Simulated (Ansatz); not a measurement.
# Geometry relaxation of WS$_{2}$

- system: WS$_{2}$ (slab, 3 atoms in the cell)
- method: DFT PBE+D3(BJ), scalar-relativistic, plane waves, PAW, no spin polarisation (Ansatz 0.2.0)

The structure derives from a Materials Project entry. It belongs to a series of runs on one base structure; here: one layer taken out of the bulk.

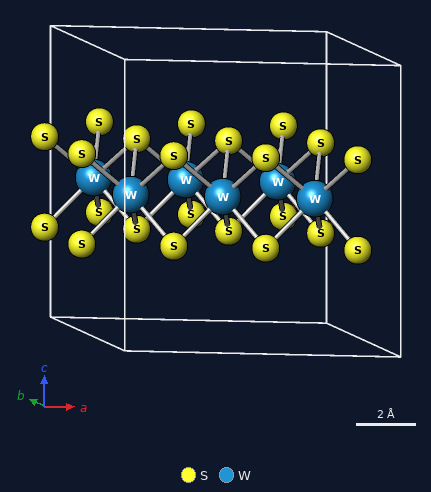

Figure 1. The input geometry (ball-and-stick view of the 3 × 2 repeat of the cell, with the vacuum cut short, seen slightly off an axis; bonded neighbours outside the cell are drawn too). Near neighbours in the crystal (not all of them lie inside the picture): S has 3 W at 2.41 Å; W has 6 S at 2.41 Å.

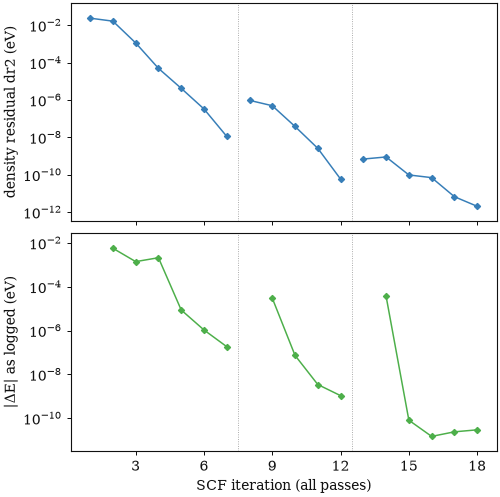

Figure 2. Convergence of the self-consistent field: density residual dr2 and size of the energy change against the SCF iteration. The dotted lines part the SCF passes of the relaxation: geometry steps, rejected trials and re-solves on a re-selected basis. The passes take 7, 5 and 6 iterations.

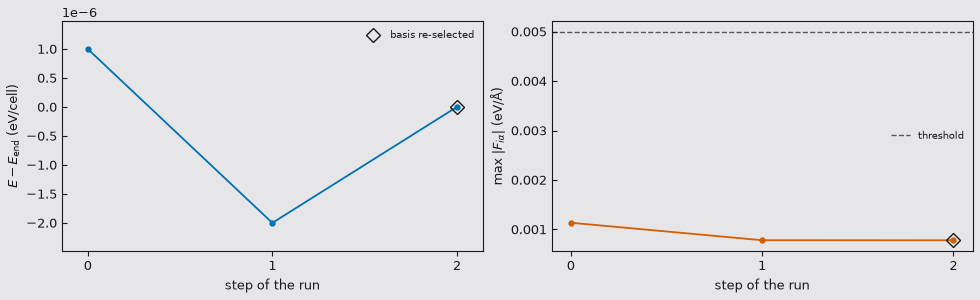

Figure 3. Progress of the relaxation, step by step (the first geometry is step 0 here and step 1 in the log). The atoms keep their places (all moves are under 0.005 Å). The cell stays as it was. After 1 geometry step the energy has fallen by next to nothing (0.0 meV per cell of the calculation). The largest force component goes from 0.0011 to 0.00078 eV/Å. A last SCF at the same geometry on a re-selected plane-wave basis shifts the energy by +0.0 meV per cell of the calculation.

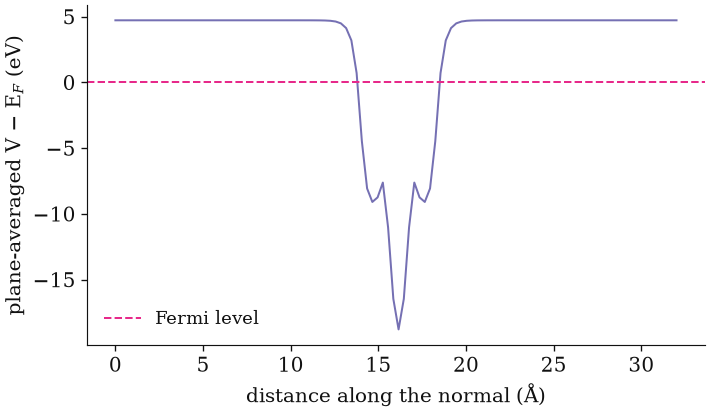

Figure 4. Plane average of the electrostatic potential energy of an electron across the cell, from the Fermi level. The vacuum level lies 4.73 eV above the Fermi level.

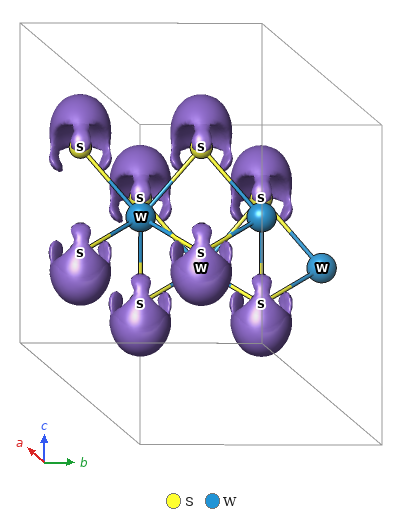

Figure 5. Isosurface of the electron localisation function at 0.85 (purple), seen at an oblique angle. Only the valence region is drawn (cores and ρ < 0.01 e/Å³ removed). Sticks mark near contacts. Counts are for one cell; the picture repeats the cell along the surface.  Values along the shortest contacts: W–S (2.41 Å): the ELF is about 0.50 at the midpoint. The fields are those of the smooth PAW valence density.

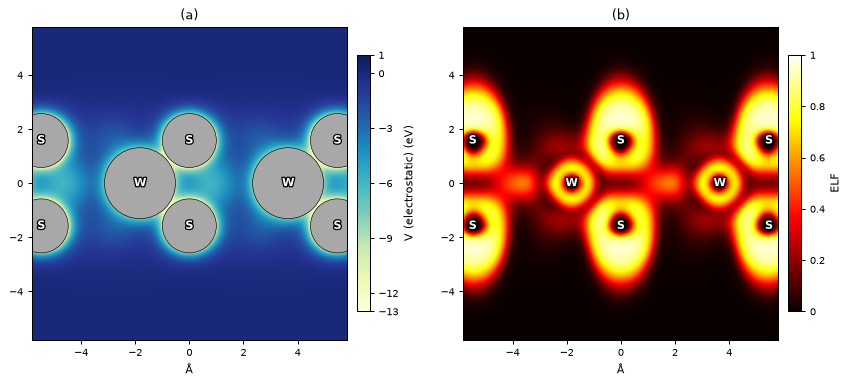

Figure 6. (a) electrostatic potential energy of an electron; (b) electron localisation function on the (110) plane of the calculation cell, a cut from vacuum to vacuum. Grey discs, where drawn, cover atomic cores. The plane passes through S and W nuclei. W–S (2.41 Å): the ELF is about 0.50 at the midpoint. The strong features right at W lie inside the PAW spheres (semicore, d or f shells) and say nothing about bonding.

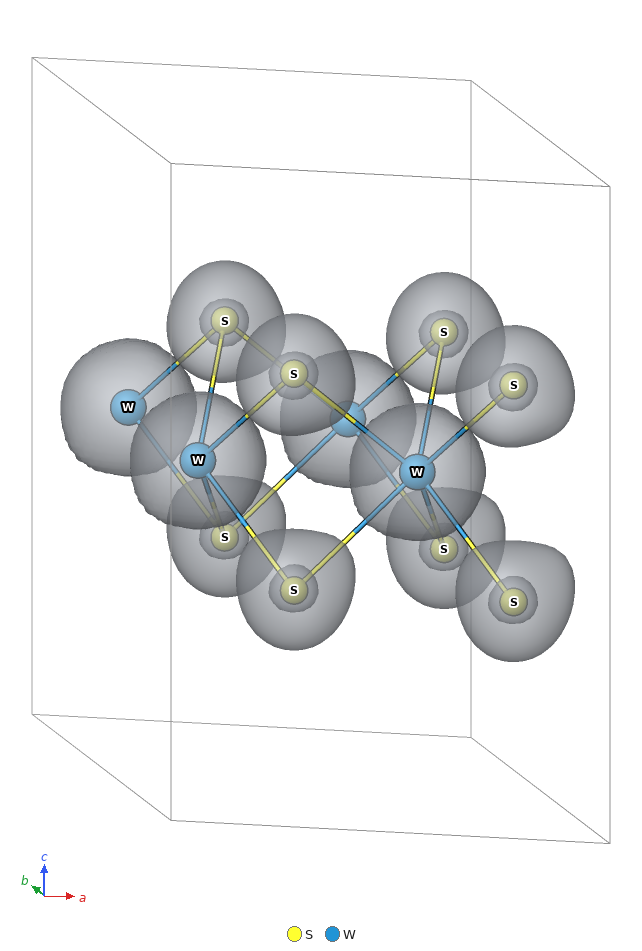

Figure 7. Isosurface of the valence charge density (pseudo) at 0.8 e/Å³ (grey), seen slightly off an axis. Sticks mark near contacts. At this value the density breaks into separate islands; it holds about 55 % of the electrons treated as valence (semicore included). It is pinched off along the W–S (2.41 Å) contacts. On the grid the lowest density along these lines, outside the cores, is 0.63 e/Å³ (W–S, 2.41 Å).

These pictures come from the run below.

**The input**
```yaml
crystal:
  lattice:
    - [3.1597167005, 0.0, 0.0]
    - [-1.5798583503, 2.7363949314, 0.0]
    - [0.0, 0.0, 32.3040145634]
  atoms:
    - { symbol: S, position: [0.6666666667, 0.3333333333, 0.4512133813] }
    - { symbol: W, position: [0.3333333333, 0.6666666667, 0.5] }
    - { symbol: S, position: [0.6666666667, 0.3333333333, 0.5487866187] }
  periodic: [true, true, false]
basis:
  ecutwfc: 420
kpoints:
  mp_grid: { grid: [12, 12, 1] }
hamiltonian:
  xc: pbe
  dispersion: d3bj
scf:
  occupations: { method: gaussian, width: 0.02 }
output:
  forces: true
  stress: true
  eigenvalues: true
  write_density: true
  write_potential: true
  elf: true
  volumetric_format: npy
relax:
  adjacent_minimum: "off"
  f_tol: 0.005
  max_steps: 80
  cell: { stress_2d_tol: 0.02 }
```

Run as:
```bash
ansatz run input.yaml --threads 1 --pin off --max-ram 3072MiB --backend cpu --events-out ev --progress --plain --runs-dir out
```

**Output**
```
Engine: ansatz 0.2.0, aarch64-unknown-linux-gnu
Pseudopotentials: kind: paw
Pseudopotential: S, paw, valence charge 6, recommended cutoff 420 eV (normal), S.paw.azcp
Pseudopotential: W, paw, valence charge 14, recommended cutoff 420 eV (normal), W.paw.azcp
Functional definition: PBE
  parameter kappa = 0.804
  parameter beta = 0.06672455060314922
  exchange = pbe_x(kappa = kappa, mu = beta*pi^2/3)
  correlation = pbe_c(beta = beta)
Crystal: 3 atoms, lattice volume = 279.308 Å³
Basis set: ecut = 420 eV, 5411 PW (Γ), exchange–correlation on 48×48×432 points (8 copies of the dense FFT grid, shifted against one another)
Bands: 17, of which v1, the nominal top of the filled ones, is band 13 counted from 1 (12 counted from 0)
Symmetry: 12 space group operations
Space group: P-6m2 (ITA 187), of the structure as read, at distance tolerance 6.5e-5 Å
k-points: 19 of 144 (time reversal used)
Non-local potential: S, projectors of the file, l = 0: 2, l = 1: 2, l = 2: 2
Non-local potential: W, projectors of the file, l = 0: 3, l = 1: 2, l = 2: 2, l = 3: 1
PAW form: soft (Blöchl's): semilocal exchange-correlation on the pseudo side does not see the compensation charge
PAW one-centre angular grid: S, 110 points (default); XC on 64 Gauss nodes
PAW one-centre angular grid: W, 590 points (default); XC on 64 Gauss nodes
Initial density: superposition of atomic densities (neutral atoms: chi_scale 0, normalization atom), corrected by the library's trained network
Initial wavefunctions: pseudopotential atomic-orbital guess
Functional: x = pbe(κ = 0.804, μ = 0.2195149727645171), c = pbe(β = 0.06672455060314922)
SCF iter   1: F=—  HF=-12192.352068 eV  |F-HF|=—  |Δ(HF+E_count)|=         —  Δρ=2.57e-3  dr2=2.37e-2  ethr=1.77e-3  ⟨swp⟩=16.6  Hψ=3372  notcnv=0
preconditioner: auto → Resta (q_TF=auto, 1.837 Å⁻¹)  ε∞=2.2  [insulator: Δε(μ)=1.921 eV  Ē_g=8.744 eV  σ=0.020 eV  W_gap=1.00  n_scr=18 (ndim 8)  ℏωp=9.4 eV  f_vac=0.780  D(μ)=0.00/eV (n_scr^D=0)  ε∞_Penn≈2.2  vacuum switching on, ρ_ref=5.5e-3 e/Å³]
SCF iter   2: F=—  HF=-12192.357770 eV  |F-HF|=—  |Δ(HF+E_count)|=   5.70e-3  Δρ=1.78e-3  dr2=1.64e-2  ethr=9.13e-5  ⟨swp⟩=4.9  Hψ=1085  notcnv=0
SCF iter   3: F=—  HF=-12192.356374 eV  |F-HF|=—  |Δ(HF+E_count)|=   1.40e-3  Δρ=9.77e-4  dr2=1.12e-3  ethr=6.32e-5  ⟨swp⟩=3.4  Hψ=605  notcnv=0
SCF iter   4: F=—  HF=-12192.358481 eV  |F-HF|=—  |Δ(HF+E_count)|=   2.11e-3  Δρ=1.55e-4  dr2=4.90e-5  ethr=4.32e-6  ⟨swp⟩=3.7  Hψ=867  notcnv=0
SCF iter   5: F=—  HF=-12192.358473 eV  |F-HF|=—  |Δ(HF+E_count)|=   8.66e-6  Δρ=4.18e-5  dr2=4.18e-6  ethr=1.88e-7  ⟨swp⟩=3.3  Hψ=714  notcnv=0
SCF iter   6: F=—  HF=-12192.358474 eV  |F-HF|=—  |Δ(HF+E_count)|=   1.06e-6  Δρ=9.98e-6  dr2=3.29e-7  ethr=1.61e-8  ⟨swp⟩=3.3  Hψ=694  notcnv=0
SCF iter   7: F=-12192.358474 eV  HF=-12192.358474 eV  |F-HF|=1.02e-8  |Δ(HF+E_count)|=   1.83e-7  Δρ=1.65e-6  dr2=1.12e-8  ethr=3.85e-10  ⟨swp⟩=20.9  Hψ=4072  notcnv=0
SCF 1 converged in 7 iterations: F = -12192.358474 eV  dr2 = 1.12e-8
  greatest PAW one-centre occupation: 1.000 electrons in one spin orbital (limit 2), on the W atom at site 1 (counted from 0), in its partial waves of l = 0
relax step   1: F+E_penalty+E_count = -12192.35847398 eV  Δ(F+E_penalty+E_count) = +0.000e0 eV  max|allowed force component| = 1.135e-3 eV/Å  Δτ_max = 0.0000 Å  P = -0.020 N/m  Ω = 279.308 Å³  fix = [c, alpha, beta]  reactions: c -0.000 N/m  (7 SCF iters, dr2 threshold 1.00e-7 eV, accepted)
Crystal: 3 atoms, lattice volume = 279.231 Å³
Initial density: handed on by an earlier stage of this run
Initial wavefunctions: those handed on with the density
iter 1 solved again at ethr=4.43e-9 eV; its pass at ethr=3.10e-3 eV (dr2=1.15e-6 eV) is discarded
SCF iter   1: F=—  HF=-12192.358508 eV  |F-HF|=—  |Δ(HF+E_count)|=         —  Δρ=8.76e-6  dr2=9.50e-7  ethr=4.43e-9  ⟨swp⟩=4.5  Hψ=3205  notcnv=0
preconditioner: auto → Resta (q_TF=auto, 1.837 Å⁻¹)  ε∞=2.2  [insulator: Δε(μ)=1.921 eV  Ē_g=8.773 eV  σ=0.020 eV  W_gap=1.00  n_scr=18 (ndim 8)  ℏωp=9.4 eV  f_vac=0.781  D(μ)=0.00/eV (n_scr^D=0)  ε∞_Penn≈2.2  vacuum switching on, ρ_ref=5.6e-3 e/Å³]
SCF iter   2: F=—  HF=-12192.358477 eV  |F-HF|=—  |Δ(HF+E_count)|=   3.01e-5  Δρ=8.46e-6  dr2=4.91e-7  ethr=3.66e-9  ⟨swp⟩=2.8  Hψ=495  notcnv=0
SCF iter   3: F=—  HF=-12192.358477 eV  |F-HF|=—  |Δ(HF+E_count)|=   7.30e-8  Δρ=2.55e-6  dr2=3.80e-8  ethr=1.89e-9  ⟨swp⟩=2.9  Hψ=539  notcnv=0
SCF iter   4: F=—  HF=-12192.358477 eV  |F-HF|=—  |Δ(HF+E_count)|=   3.41e-9  Δρ=1.00e-6  dr2=2.57e-9  ethr=1.46e-10  ⟨swp⟩=3.3  Hψ=598  notcnv=0
SCF iter   5: F=-12192.358477 eV  HF=-12192.358477 eV  |F-HF|=2.47e-10  |Δ(HF+E_count)|=   1.06e-9  Δρ=1.32e-7  dr2=5.83e-11  ethr=2.32e-12  ⟨swp⟩=13.8  Hψ=2949  notcnv=0
SCF 2 converged in 5 iterations: F = -12192.358477 eV  dr2 = 5.83e-11
relax step   2: F+E_penalty+E_count = -12192.35847741 eV  Δ(F+E_penalty+E_count) = -3.437e-6 eV  max|allowed force component| = 7.807e-4 eV/Å  Δτ_max = 0.0001 Å  P = +0.005 N/m  Ω = 279.231 Å³  energy of the carried Pulay correction = +2.599e-6 eV  fix = [c, alpha, beta]  reactions: c +0.000 N/m  (5 SCF iters, dr2 threshold 6.03e-10 eV, accepted)
Initial wavefunctions: pseudopotential atomic-orbital guess (no wavefunctions were taken with the density)
iter 1 solved again at ethr=1.81e-7 eV; its pass at ethr=3.10e-3 eV (dr2=4.69e-5 eV) is discarded
SCF iter   1: F=—  HF=-12192.358511 eV  |F-HF|=—  |Δ(HF+E_count)|=         —  Δρ=5.92e-7  dr2=6.88e-10  ethr=1.81e-7  ⟨swp⟩=6.7  Hψ=5056  notcnv=0
eigensolver tolerance schedule: the retry pair's looser diagonalisation over-reported the residual by 68173.97 of it (diagonalisation noise at an unbounded share of the residual, at the tolerance the schedule requests for it); recorded, not acted on — ethr = c·dr2/N_el stays at c = 1.0e-1
preconditioner: auto → Resta (q_TF=auto, 1.837 Å⁻¹)  ε∞=2.2  [insulator: Δε(μ)=1.921 eV  Ē_g=8.774 eV  σ=0.020 eV  W_gap=1.00  n_scr=18 (ndim 8)  ℏωp=9.4 eV  f_vac=0.781  D(μ)=0.00/eV (n_scr^D=0)  ε∞_Penn≈2.2  vacuum switching on, ρ_ref=5.6e-3 e/Å³]
SCF iter   2: F=—  HF=-12192.358475 eV  |F-HF|=—  |Δ(HF+E_count)|=   3.65e-5  Δρ=3.99e-7  dr2=8.90e-10  ethr=2.65e-12  ⟨swp⟩=7.8  Hψ=1627  notcnv=0
SCF iter   3: F=—  HF=-12192.358475 eV  |F-HF|=—  |Δ(HF+E_count)|=  8.00e-11  Δρ=2.64e-7  dr2=9.71e-11  ethr=2.65e-12  ⟨swp⟩=2.3  Hψ=444  notcnv=0
SCF iter   4: F=—  HF=-12192.358475 eV  |F-HF|=—  |Δ(HF+E_count)|=  1.46e-11  Δρ=1.85e-7  dr2=6.97e-11  ethr=1.00e-12  ⟨swp⟩=1.7  Hψ=380  notcnv=0
SCF iter   5: F=—  HF=-12192.358475 eV  |F-HF|=—  |Δ(HF+E_count)|=  2.36e-11  Δρ=4.87e-8  dr2=6.66e-12  ethr=1.00e-12  ⟨swp⟩=3.0  Hψ=537  notcnv=0
SCF iter   6: F=-12192.358475 eV  HF=-12192.358475 eV  |F-HF|=4.37e-11  |Δ(HF+E_count)|=  2.91e-11  Δρ=3.38e-8  dr2=2.04e-12  ethr=1.00e-12  ⟨swp⟩=12.3  Hψ=2439  notcnv=0
SCF 3 converged in 6 iterations: F = -12192.358475 eV  dr2 = 2.04e-12
relax step   3: F+E_penalty+E_count = -12192.35847498 eV  Δ(F+E_penalty+E_count) = +2.431e-6 eV  max|allowed force component| = 7.798e-4 eV/Å  Δτ_max = 0.0000 Å  P = +0.005 N/m  Ω = 279.231 Å³  fix = [c, alpha, beta]  reactions: c +0.000 N/m  stress off target by 5.47e-3 N/m on what of the cell is left free  SCF on the basis re-selected at this cell (its energy is not comparable with the rows above)  (6 SCF iters)
basis re-selected at this cell: Δ(F+E_penalty+E_count) = +2.431e-6 eV, ΔP = -0.000 N/m vs the last step (what re-selecting the basis moved, of the pressure what is left beyond the Pulay correction that the steps carried, after the strain that the cell walked since its last selection, with what the two solves' SCF thresholds leave and, on support functions, any second-order correction that the steps lacked; it is no measure of the basis error at this ecutwfc). This SCF's stress stands 5.47e-3 N/m from its target on what of the cell is left free (relax.cell.stress_2d_tol is 2.00e-2 N/m) and its largest allowed force component is 7.80e-4 eV/Å (relax.f_tol is 5.00e-3 eV/Å): within both
SCF converged after 6 iterations
Free energy (F): -12192.358475 eV
Harris-Foulkes:  -12192.358475 eV  (|F-HF|=4.37e-11)
Internal energy: -12192.358475 eV  (E = F + TS)
E sigma→0 (E₀):  -12192.358475 eV
Fermi energy:    -4.725906 eV
--- Per-component energies (eV) ---
  E_band       = -622.081363
  E_kinetic    = 666.305281
  E_local      = -48548.435498  (includes V_loc(G=0)·N_el)
  E_nonlocal   = 57.290724
  E_hartree    = 23876.405753
  E_xc         = -462.122543
  E_vxc        = -414.961555  (∫ρ·V_xc dr)
  E_paw        = -9763.128046  (= ΣΔE_a)
  E_vpaw       = -135.091843  (= ΣTr[D̂ρ^β])
  E_aug_tail   = -0.000062  (compensation charges beyond the density's cutoff)
  E_ewald      = 21982.255597
  E_disp       = -0.929680  (pairwise vdW)
  E_smearing   = -0.000000  (= −TS)
  E_closure    = -0.000000  (closes the sum)
  Σ components = -12192.358475   (vs F -12192.358475, Δ=0.00e0)
--- Forces (eV/Å), atoms counted from 1 ---
  atom   1  S      0.00000000    -0.00000000     0.00077982
  atom   2  W      0.00000000     0.00000000     0.00000000
  atom   3  S      0.00000000    -0.00000000    -0.00077982
  max |Σ_I F_I| component: 1.39e-17 eV/Å
--- 2D stress c σ (N/m, compression-positive) ---
        0.005472      -0.000000       0.000000
       -0.000000       0.005472       0.000000
        0.000000       0.000000       0.000000
  P = ½ c Tr σ = 0.0055 N/m
--- Band table (eV; the first three rows and the last of 19) ---
  k-point 0: bands = ["-79.6161", "-43.9109", "-43.7330", "-43.7330", "-20.5165", "-18.8833", "-12.1072", "-8.5004", "-8.5004", "-7.8803", "-7.2527", "-7.2527", "-5.8195", "-2.7464", "-2.7464", "-2.6147", "-2.6147"]
  k-point 1: bands = ["-79.6148", "-43.9065", "-43.7577", "-43.7387", "-20.3991", "-18.8394", "-11.9662", "-8.8046", "-8.3850", "-8.2502", "-7.4375", "-7.0915", "-5.8686", "-2.9120", "-2.8490", "-2.7189", "-2.5302"]
  k-point 2: bands = ["-79.6114", "-43.8943", "-43.8246", "-43.7543", "-20.0644", "-18.7146", "-11.5868", "-9.5078", "-8.8917", "-8.0674", "-7.8675", "-7.1089", "-6.1105", "-3.3441", "-2.9421", "-2.8377", "-2.0370"]
  k-point 18: bands = ["-79.5951", "-44.0006", "-43.9658", "-43.8357", "-17.9973", "-17.9264", "-11.5108", "-11.0867", "-10.2139", "-9.5817", "-8.9744", "-8.1158", "-5.6863", "-3.7656", "-2.3941", "-1.6155", "-0.0470"]
--- Relaxed structure (2 steps of the walk, 2 accepted, 1 SCFs on fresh bases) ---
  F+E_penalty+E_count = -12192.35847498 eV   max|allowed force component| = 7.798e-4 eV/Å   (the final SCF, on the basis selected at the relaxed cell)
  cell:  # Å, volume = 279.2313 Å³
    - [3.1592828452087773, 2.8863511250281668e-11, 0.0]
    - [-1.5796414226293856, 2.73601920167675, 0.0]
    - [0.0, 0.0, 32.3040145634]
  atoms:
    - { symbol: S, position: [0.6666666666666665, 0.3333333333333333, 0.45120909842941537] }
    - { symbol: W, position: [0.33333333333333337, 0.6666666666666667, 0.5] }
    - { symbol: S, position: [0.6666666666666665, 0.3333333333333333, 0.5487909015705846] }
```

**Trajectory as extended XYZ (Å, eV, eV/Å), 3 frames, from step=1 to step=3**
```
3
Lattice="3.1597 0.0000 0.0000 -1.5799 2.7364 0.0000 0.0000 0.0000 32.3040" Properties=species:S:1:pos:R:3:forces:R:3 step=1 energy=-12192.35847
S     1.5799    0.9121   14.5760    0.0000   0.0000   0.0011
W     0.0000    1.8243   16.1520    0.0000   0.0000   0.0000
S     1.5799    0.9121   17.7280    0.0000   0.0000  -0.0011
3
Lattice="3.1593 0.0000 0.0000 -1.5796 2.7360 0.0000 0.0000 0.0000 32.3040" Properties=species:S:1:pos:R:3:forces:R:3 step=2 energy=-12192.35848
S     1.5796    0.9120   14.5759    0.0000   0.0000   0.0008
W     0.0000    1.8240   16.1520    0.0000   0.0000   0.0000
S     1.5796    0.9120   17.7281    0.0000   0.0000  -0.0008
3
Lattice="3.1593 0.0000 0.0000 -1.5796 2.7360 0.0000 0.0000 0.0000 32.3040" Properties=species:S:1:pos:R:3:forces:R:3 step=3 energy=-12192.35848
S     1.5796    0.9120   14.5759    0.0000   0.0000   0.0008
W     0.0000    1.8240   16.1520    0.0000   0.0000   0.0000
S     1.5796    0.9120   17.7281    0.0000   0.0000  -0.0008
```

**Results in brief**

```csv
quantity,value
outcome,converged
electrons treated,26
free energy,−12192.3585 eV
"work function, top face",4.73 eV
"work function, bottom face",4.73 eV
Fermi energy,−4.726 eV
gap on the k-point mesh,1.92 eV
final volume,279.23 Å³
work function (upper face),4.73 eV
largest force (length of the vector) at the end,0.001 eV/Å
hardware,"1 thread of an Arm (aarch64) CPU, shared host"
wall time,44 s
peak memory,0.46 GiB
```

**Remarks**

Spin–orbit coupling is left out, which matters for W.
